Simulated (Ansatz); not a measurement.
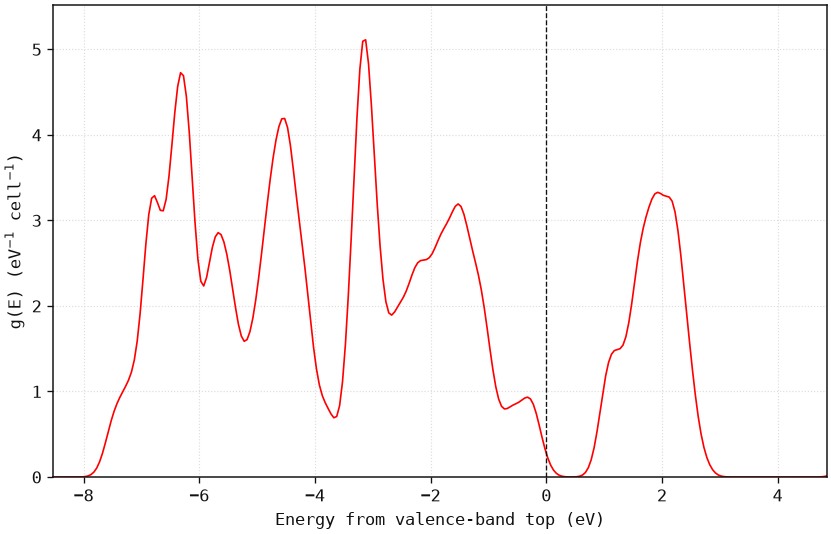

Density of states of PtS2, space group P-3m1, 3 atoms in the cell. Computed with Ansatz: DFT, r2SCAN+rVV10, plane waves, PAW, no spin polarisation, 12×12×6 k mesh, 500 eV cutoff, Fermi-Dirac smearing of 0.03 eV. Energies are counted from the top of the valence band. The curve is built from the levels of the k mesh with Gaussians 0.3 eV wide, which also blur the band edges.

There is a gap; over the k points computed it is 0.85 eV (indirect; the smallest direct gap is 1.13 eV). The upper group of valence states starts about 7.7 eV under the valence-band top, with a gap beneath it; it holds about 18 electrons a cell.

Spin-orbit coupling is left out, which matters for Pt.
